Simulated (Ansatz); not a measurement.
# Geometry relaxation, with input and output: WSe3 (part 1 of 2)

System: WSe3 (Pm-3n, 8 atoms in the cell).
Method: DFT r2SCAN, scalar-relativistic, plane waves, PAW, no spin polarisation (Ansatz 0.2.0).

The structure was made by swapping elements on the sites of another compound; it need not be a known phase. It belongs to a series of runs on one base structure; here: A15 type (Pm-3n, No. 223).

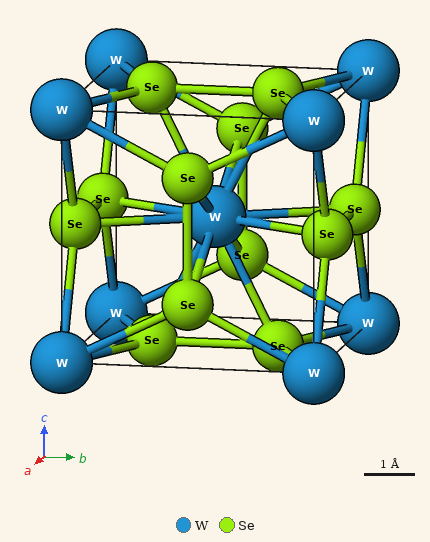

The structure as given in the input (ball-and-stick view of the cell of the calculation, seen slightly off an axis). Near neighbours in the crystal (not all of them lie inside the picture): W has 12 Se at 2.94 Å; Se has 2 Se at 2.63 Å and 4 W at 2.94 Å.

**The input**
```yaml
crystal:
  lattice:
    - [5.2513416194, 0.0, 0.0]
    - [0.0, 5.2513416194, 0.0]
    - [0.0, 0.0, 5.2513416194]
  atoms:
    - { symbol: W, position: [0.0, 0.0, 0.0] }
    - { symbol: W, position: [0.5, 0.5, 0.5] }
    - { symbol: Se, position: [0.0, 0.5, 0.25] }
    - { symbol: Se, position: [0.0, 0.5, 0.75] }
    - { symbol: Se, position: [0.25, 0.0, 0.5] }
    - { symbol: Se, position: [0.75, 0.0, 0.5] }
    - { symbol: Se, position: [0.5, 0.75, 0.0] }
    - { symbol: Se, position: [0.5, 0.25, 0.0] }
basis:
  ecutwfc: 500
kpoints:
  mp_grid: { grid: [8, 8, 8] }
hamiltonian:
  xc: r2scan
scf:
  occupations: { method: gaussian, width: 0.1 }
output:
  forces: true
  stress: true
  eigenvalues: true
relax:
  adjacent_minimum: "off"
  f_tol: 0.01
  max_steps: 80
  cell: { stress_tol: 0.05 }
```

Hardware: 1 thread of Arm Neoverse V2, 128 GiB of memory available, shared host.

Run as:
```bash
ansatz run input.yaml --threads 1 --pin off --max-ram 2560MiB --backend cpu --events-out ev --progress --plain --runs-dir out
```

**Output**
```
Engine: ansatz 0.2.0, aarch64-unknown-linux-gnu
Pseudopotentials: kind: paw
Pseudopotential: W, paw, valence charge 14, recommended cutoff 500 eV (meta_gga), W.paw.azcp
Pseudopotential: Se, paw, valence charge 16, recommended cutoff 500 eV (meta_gga), Se.paw.azcp
Functional definition: r2SCAN
  parameter k0 = 0.174
  parameter k1 = 0.065
  parameter a1 = 4.9479
  exchange = r2scan_x(k0 = k0, k1 = k1, a1 = a1)
  correlation = r2scan_c
Crystal: 8 atoms, lattice volume = 144.814 Å³
Basis set: ecut = 500 eV, 3743 PW (Γ), exchange–correlation on 160×160×160 points (64 copies of the dense FFT grid, shifted against one another)
Bands: 75, of which v1, the nominal top of the filled ones, is band 62 counted from 1 (61 counted from 0)
Symmetry: 48 space group operations
Space group: Pm-3n (ITA 223), of the structure as read, at distance tolerance 5.3e-5 Å
k-points: 35 of 512
Non-local potential: W, projectors of the file, l = 0: 3, l = 1: 2, l = 2: 2, l = 3: 1
Non-local potential: Se, projectors of the file, l = 0: 2, l = 1: 2, l = 2: 3, l = 3: 1
PAW form: soft (Blöchl's): semilocal exchange-correlation on the pseudo side does not see the compensation charge
PAW frozen core: W, regenerated for the run's functional (the file was generated under x = pbe(κ = 0.804, μ = 0.2195149727645171), c = pbe(β = 0.06672455060314922))
PAW frozen core: Se, regenerated for the run's functional (the file was generated under x = pbe(κ = 0.804, μ = 0.2195149727645171), c = pbe(β = 0.06672455060314922))
PAW one-centre angular grid: W, 590 points (default); XC on 160 Gauss nodes
PAW one-centre angular grid: Se, 590 points (default); XC on 160 Gauss nodes
Initial density: superposition of atomic densities (neutral atoms: chi_scale 0, normalization atom), corrected by the library's trained network
Initial wavefunctions: pseudopotential atomic-orbital guess
Functional: x = r2scan, c = r2scan; τ floored in thin density (d = 2e-4 eV/Å³)
SCF iter   1: F=—  HF=-53657.178405 eV  |F-HF|=—  |Δ(HF+E_count)|=         —  Δρ=1.35e-2  dr2=4.79e-1  dr2_τ=3.52e-2  ethr=1.77e-3  ⟨swp⟩=5.5  Hψ=9964  notcnv=0
preconditioner: auto → Kerker (q_TF=auto, 2.659 Å⁻¹)  [metal: Δε(μ)=0.010 eV  Ē_g=8.940 eV  σ=0.100 eV  W_gap=0.05  n_scr=32 (ndim 8)  ℏωp=21.4 eV  f_vac=0.000  D(μ)=5.72/eV (n_scr^D=32)]
SCF iter   2: F=—  HF=-53657.314019 eV  |F-HF|=—  |Δ(HF+E_count)|=   1.36e-1  Δρ=6.13e-3  dr2=2.43e-2  dr2_τ=2.18e-2  ethr=3.86e-4  ⟨swp⟩=2.7  Hψ=4067  notcnv=0  defer=140
SCF iter   3: F=—  HF=-53657.328346 eV  |F-HF|=—  |Δ(HF+E_count)|=   1.43e-2  Δρ=4.07e-3  dr2=1.52e-2  dr2_τ=5.71e-4  ethr=1.96e-5  ⟨swp⟩=2.2  Hψ=4654  notcnv=0  defer=140
SCF iter   4: F=—  HF=-53657.335268 eV  |F-HF|=—  |Δ(HF+E_count)|=   6.92e-3  Δρ=7.70e-4  dr2=1.57e-3  dr2_τ=4.32e-5  ethr=1.22e-5  ⟨swp⟩=2.0  Hψ=3605  notcnv=0  defer=140
SCF iter   5: F=—  HF=-53657.335003 eV  |F-HF|=—  |Δ(HF+E_count)|=   2.65e-4  Δρ=2.18e-4  dr2=3.73e-5  dr2_τ=3.21e-6  ethr=1.26e-6  ⟨swp⟩=2.0  Hψ=4553  notcnv=0  defer=140
SCF iter   6: F=—  HF=-53657.335061 eV  |F-HF|=—  |Δ(HF+E_count)|=   5.76e-5  Δρ=7.98e-5  dr2=9.49e-6  dr2_τ=5.61e-7  ethr=3.00e-8  ⟨swp⟩=2.0  Hψ=3795  notcnv=0  defer=140
SCF iter   7: F=—  HF=-53657.335066 eV  |F-HF|=—  |Δ(HF+E_count)|=   4.72e-6  Δρ=2.69e-5  dr2=2.23e-6  dr2_τ=9.22e-8  ethr=7.65e-9  ⟨swp⟩=2.9  Hψ=4749  notcnv=0  defer=140
SCF iter   8: F=—  HF=-53657.335066 eV  |F-HF|=—  |Δ(HF+E_count)|=   4.34e-9  Δρ=5.92e-6  dr2=1.03e-7  dr2_τ=9.07e-10  ethr=1.80e-9  ⟨swp⟩=1.9  Hψ=2642  notcnv=0  defer=140
SCF iter   9: F=-53657.335066 eV  HF=-53657.335066 eV  |F-HF|=2.42e-9  |Δ(HF+E_count)|=   1.73e-8  Δρ=1.29e-6  dr2=4.53e-9  dr2_τ=2.42e-11  ethr=8.06e-11  ⟨swp⟩=8.6  Hψ=9399  notcnv=0
SCF 1 converged in 9 iterations: F = -53657.335066 eV  dr2 = 4.53e-9
  greatest PAW one-centre occupation: 1.000 electrons in one spin orbital (limit 2), on the Se atom at site 7 (counted from 0), in its partial waves of l = 2
relax step   1: F+E_penalty+E_count = -53657.33506557 eV  Δ(F+E_penalty+E_count) = +0.000e0 eV  max|allowed force component| = 3.954e-17 eV/Å  Δτ_max = 0.0000 Å  P = -0.130 GPa  Ω = 144.814 Å³  (9 SCF iters, dr2 threshold 1.00e-7 eV, accepted)
Crystal: 8 atoms, lattice volume = 144.394 Å³
Initial density: handed on by an earlier stage of this run
Initial wavefunctions: those handed on with the density
iter 1 solved again at ethr=5.92e-7 eV; its pass at ethr=3.10e-3 eV (dr2=7.34e-4 eV) is discarded
SCF iter   1: F=—  HF=-53657.334487 eV  |F-HF|=—  |Δ(HF+E_count)|=         —  Δρ=4.31e-4  dr2=7.53e-4  dr2_τ=4.86e-4  ethr=5.92e-7  ⟨swp⟩=2.0  Hψ=9931  notcnv=0
preconditioner: auto → Kerker (q_TF=auto, 2.660 Å⁻¹)  [metal: Δε(μ)=0.022 eV  Ē_g=8.878 eV  σ=0.100 eV  W_gap=0.12  n_scr=32 (ndim 8)  ℏωp=21.4 eV  f_vac=0.000  D(μ)=5.11/eV (n_scr^D=32)]
SCF iter   2: F=—  HF=-53657.335029 eV  |F-HF|=—  |Δ(HF+E_count)|=   5.41e-4  Δρ=2.35e-4  dr2=1.45e-4  dr2_τ=5.78e-5  ethr=5.92e-7  ⟨swp⟩=2.0  Hψ=3300  notcnv=0
SCF iter   3: F=—  HF=-53657.335019 eV  |F-HF|=—  |Δ(HF+E_count)|=   9.49e-6  Δρ=8.60e-5  dr2=9.90e-6  dr2_τ=3.10e-7  ethr=1.17e-7  ⟨swp⟩=1.4  Hψ=2649  notcnv=0
SCF iter   4: F=—  HF=-53657.335016 eV  |F-HF|=—  |Δ(HF+E_count)|=   3.58e-6  Δρ=3.92e-5  dr2=5.91e-6  dr2_τ=2.67e-7  ethr=7.99e-9  ⟨swp⟩=2.0  Hψ=3464  notcnv=0
SCF iter   5: F=—  HF=-53657.335015 eV  |F-HF|=—  |Δ(HF+E_count)|=   2.86e-7  Δρ=2.06e-5  dr2=1.57e-6  dr2_τ=2.30e-8  ethr=4.77e-9  ⟨swp⟩=1.0  Hψ=2625  notcnv=0
SCF iter   6: F=—  HF=-53657.335015 eV  |F-HF|=—  |Δ(HF+E_count)|=   1.42e-7  Δρ=6.87e-6  dr2=1.52e-7  dr2_τ=2.14e-9  ethr=1.27e-9  ⟨swp⟩=1.7  Hψ=2668  notcnv=0
SCF iter   7: F=-53657.335015 eV  HF=-53657.335015 eV  |F-HF|=1.68e-8  |Δ(HF+E_count)|=   2.88e-9  Δρ=2.66e-6  dr2=2.35e-8  dr2_τ=9.35e-10  ethr=3.40e-11  ⟨swp⟩=4.0  Hψ=7571  notcnv=0
SCF 2 converged in 7 iterations: F = -53657.335015 eV  dr2 = 2.35e-8
  greatest PAW one-centre occupation: 1.000 electrons in one spin orbital (limit 2), on the Se atom at site 5 (counted from 0), in its partial waves of l = 2
relax step   2: F+E_penalty+E_count = -53657.33501513 eV  Δ(F+E_penalty+E_count) = +5.044e-5 eV  max|allowed force component| = 5.269e-17 eV/Å  Δτ_max = 0.0000 Å  P = +0.234 GPa  Ω = 144.394 Å³  energy of the carried Pulay correction = +8.480e-5 eV  (7 SCF iters, dr2 threshold 4.22e-8 eV, rejected (line search))
Crystal: 8 atoms, lattice volume = 144.664 Å³
iter 1 solved again at ethr=2.45e-7 eV; its pass at ethr=3.10e-3 eV (dr2=3.03e-4 eV) is discarded
SCF iter   1: F=—  HF=-53657.334939 eV  |F-HF|=—  |Δ(HF+E_count)|=         —  Δρ=2.75e-4  dr2=3.07e-4  dr2_τ=2.01e-4  ethr=2.45e-7  ⟨swp⟩=2.0  Hψ=9947  notcnv=0
preconditioner: auto → Kerker (q_TF=auto, 2.659 Å⁻¹)  [metal: Δε(μ)=0.025 eV  Ē_g=8.867 eV  σ=0.100 eV  W_gap=0.14  n_scr=32 (ndim 8)  ℏωp=21.4 eV  f_vac=0.000  D(μ)=5.14/eV (n_scr^D=32)]
SCF iter   2: F=—  HF=-53657.335168 eV  |F-HF|=—  |Δ(HF+E_count)|=   2.29e-4  Δρ=1.52e-4  dr2=6.08e-5  dr2_τ=2.37e-5  ethr=2.45e-7  ⟨swp⟩=2.0  Hψ=3292  notcnv=0
SCF iter   3: F=—  HF=-53657.335163 eV  |F-HF|=—  |Δ(HF+E_count)|=   4.91e-6  Δρ=5.57e-5  dr2=4.18e-6  dr2_τ=1.29e-7  ethr=4.90e-8  ⟨swp⟩=1.4  Hψ=2645  notcnv=0
SCF iter   4: F=—  HF=-53657.335157 eV  |F-HF|=—  |Δ(HF+E_count)|=   6.07e-6  Δρ=2.52e-5  dr2=2.45e-6  dr2_τ=1.06e-7  ethr=3.37e-9  ⟨swp⟩=2.0  Hψ=3354  notcnv=0
SCF iter   5: F=—  HF=-53657.335157 eV  |F-HF|=—  |Δ(HF+E_count)|=   1.14e-7  Δρ=1.35e-5  dr2=6.78e-7  dr2_τ=1.03e-8  ethr=1.98e-9  ⟨swp⟩=1.0  Hψ=2625  notcnv=0
SCF iter   6: F=—  HF=-53657.335157 eV  |F-HF|=—  |Δ(HF+E_count)|=   6.16e-8  Δρ=4.48e-6  dr2=6.54e-8  dr2_τ=9.17e-10  ethr=5.47e-10  ⟨swp⟩=1.7  Hψ=2666  notcnv=0
SCF iter   7: F=—  HF=-53657.335157 eV  |F-HF|=—  |Δ(HF+E_count)|=   1.69e-9  Δρ=1.76e-6  dr2=1.06e-8  dr2_τ=3.88e-10  ethr=5.27e-11  ⟨swp⟩=1.5  Hψ=2660  notcnv=0
SCF iter   8: F=—  HF=-53657.335157 eV  |F-HF|=—  |Δ(HF+E_count)|=  2.33e-10  Δρ=5.31e-7  dr2=9.86e-10  dr2_τ=2.73e-11  ethr=8.58e-12  ⟨swp⟩=1.9  Hψ=2781  notcnv=0
SCF iter   9: F=-53657.335157 eV  HF=-53657.335157 eV  |F-HF|=1.46e-11  |Δ(HF+E_count)|=    0.00e0  Δρ=6.20e-8  dr2=9.26e-12  dr2_τ=3.95e-13  ethr=1.00e-12  ⟨swp⟩=3.2  Hψ=9204  notcnv=0
SCF 3 converged in 9 iterations: F = -53657.335157 eV  dr2 = 9.26e-12
relax step   3: F+E_penalty+E_count = -53657.33515696 eV  Δ(F+E_penalty+E_count) = -9.139e-5 eV  max|allowed force component| = 3.144e-17 eV/Å  Δτ_max = 0.0000 Å  P = -0.000 GPa  Ω = 144.664 Å³  energy of the carried Pulay correction = +3.033e-5 eV  (9 SCF iters, accepted)
Initial wavefunctions: pseudopotential atomic-orbital guess (no wavefunctions were taken with the density)
iter 1 solved again at ethr=5.40e-9 eV; its pass at ethr=3.10e-3 eV (dr2=6.69e-6 eV) is discarded
SCF iter   1: F=—  HF=-53657.335126 eV  |F-HF|=—  |Δ(HF+E_count)|=         —  Δρ=1.83e-6  dr2=5.41e-10  dr2_τ=6.57e-9  ethr=5.40e-9  ⟨swp⟩=3.8  Hψ=17744  notcnv=0
preconditioner: auto → Kerker (q_TF=auto, 2.659 Å⁻¹)  [metal: Δε(μ)=0.024 eV  Ē_g=8.867 eV  σ=0.100 eV  W_gap=0.13  n_scr=32 (ndim 8)  ℏωp=21.4 eV  f_vac=0.000  D(μ)=5.13/eV (n_scr^D=32)]
SCF iter   2: F=—  HF=-53657.335126 eV  |F-HF|=—  |Δ(HF+E_count)|=   1.80e-9  Δρ=9.66e-7  dr2=1.57e-10  dr2_τ=2.06e-10  ethr=1.00e-12  ⟨swp⟩=3.1  Hψ=5321  notcnv=0
SCF iter   3: F=-53657.335126 eV  HF=-53657.335126 eV  |F-HF|=2.91e-11  |Δ(HF+E_count)|=  2.18e-10  Δρ=1.24e-7  dr2=1.76e-11  dr2_τ=4.40e-12  ethr=1.00e-12  ⟨swp⟩=5.9  Hψ=10086  notcnv=0
SCF 4 converged in 3 iterations: F = -53657.335126 eV  dr2 = 1.76e-11
  greatest PAW one-centre occupation: 1.000 electrons in one spin orbital (limit 2), on the Se atom at site 3 (counted from 0), in its partial waves of l = 2
relax step   4: F+E_penalty+E_count = -53657.33512635 eV  Δ(F+E_penalty+E_count) = +3.061e-5 eV  max|allowed force component| = 2.226e-17 eV/Å  Δτ_max = 0.0000 Å  P = -0.000 GPa  Ω = 144.664 Å³  stress off target by 3.20e-4 GPa  SCF on the basis re-selected at this cell (its energy is not comparable with the rows above)  (3 SCF iters)
```

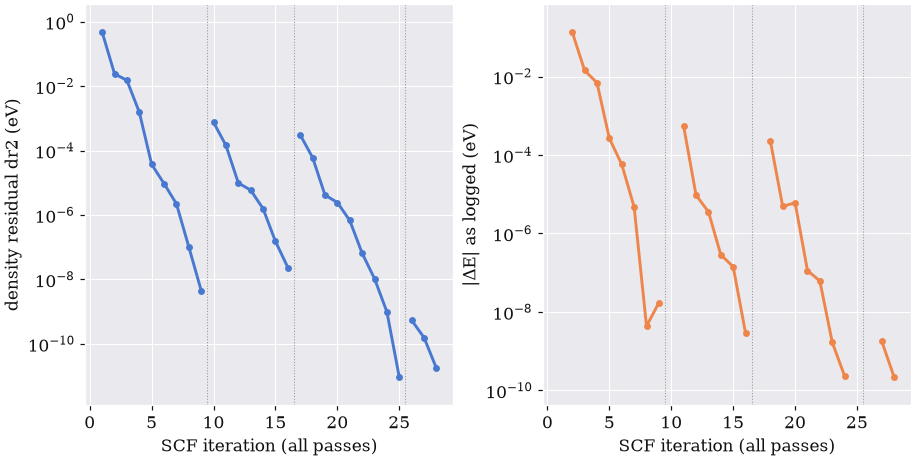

Convergence of the self-consistent field: density residual dr2 and size of the energy change against the SCF iteration. The dotted lines part the SCF passes of the relaxation: geometry steps, rejected trials and re-solves on a re-selected basis. The passes take 9, 7, 9 and 3 iterations.

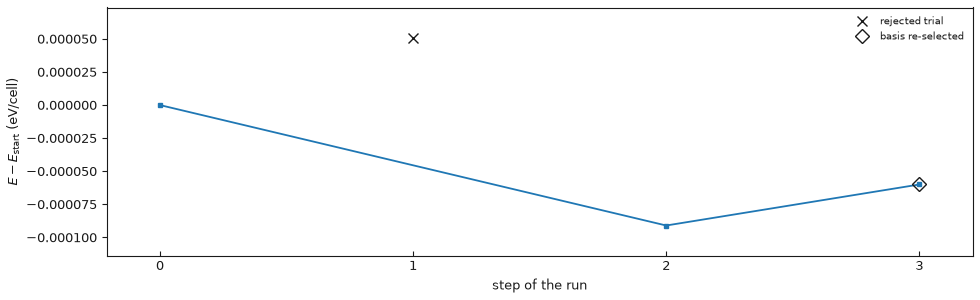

Progress of the relaxation, step by step (the first geometry is step 0 here and step 1 in the log). No atom moves by more than 0.005 Å relative to the cell. After 2 geometry steps the energy has fallen by 0.1 meV per cell of the calculation. All forces vanish by symmetry, so only the cell relaxes. Pressure: −0.13 GPa at the start and 0.00 GPa at the end. The line search rejected the trial step at point 1 (counted from 0) and went back. A last SCF at the same geometry on a re-selected plane-wave basis shifts the energy by +0.0 meV per cell of the calculation.
